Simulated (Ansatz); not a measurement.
Input file:

```
crystal:
  lattice:
    - [0.0, 2.88574, 5.115665]
    - [2.630497, 0.0, 5.115665]
    - [2.630497, 2.88574, 0.0]
  atoms:
    - { symbol: Ge, position: [0.72649, 0.27351, 0.72649] }
    - { symbol: Ge, position: [0.27351, 0.72649, 0.27351] }
    - { symbol: Ge, position: [0.218133, 0.218133, 0.781867] }
    - { symbol: Ge, position: [0.781867, 0.781867, 0.218133] }
hamiltonian:
  xc: blyp
  pseudopotentials: { kind: paw }
kpoints:
  mp_grid: { grid: [5, 5, 5] }
scf:
  occupations: { method: fermi_dirac, width: 0.05 }
output:
  forces: true
  stress: true
  eigenvalues: true
  write_density: true
  write_potential: true
  elf: true
  volumetric_format: npy
relax:
  f_tol: 0.01
  max_steps: 40
  cell: { stress_tol: 0.05 }
```

Run with:

```sh
ansatz run input.yaml --threads 2 --pin off --max-ram 5632MiB --backend cpu --events-out ev --progress --plain --runs-dir out
```

Below, planes, directions and counts refer to the conventional cell (a = 5.35 Å, b = 5.99 Å, c = 10.90 Å, α = 90.00°, β = 90.00°, γ = 90.00°).

The fields are those of the run's last geometry, not of the input's.

Space group Fmmm; a structure from a database of computed crystals, not necessarily the ambient phase.

Method: Ansatz 0.2.0, Kohn-Sham DFT of a periodic cell, BLYP, Ansatz PAW.

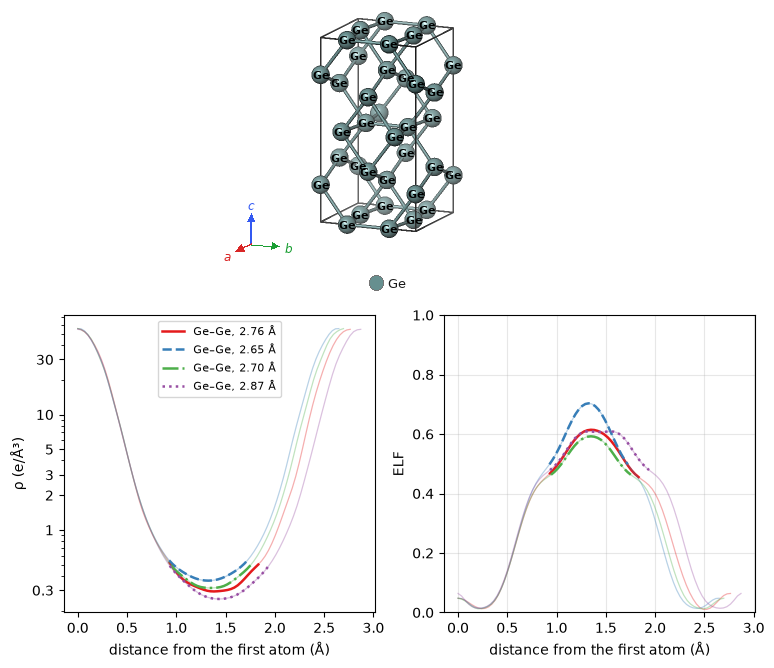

Ge. Valence charge density (pseudo) and electron localisation function along straight lines between neighbouring atoms. Thin, pale parts lie inside the atomic spheres. The structure is drawn too.

The density is the valence pseudo-density of a PAW calculation; it isn't the true density close to the nuclei.

Question: What can be read from the curves?

Answer: Ge–Ge (2.76 Å): the density is about 0.29 e/Å³ at the midpoint; the ELF peaks at about 0.60 between the atoms.
Ge–Ge (2.65 Å): the density is about 0.36 e/Å³ at the midpoint; the ELF peaks at about 0.70 between the atoms.
Ge–Ge (2.70 Å): the density is about 0.31 e/Å³ at the midpoint; the ELF reaches about 0.60 near the midpoint.
Ge–Ge (2.87 Å): the density is about 0.25 e/Å³ at the midpoint; the ELF peaks at about 0.60 between the atoms.
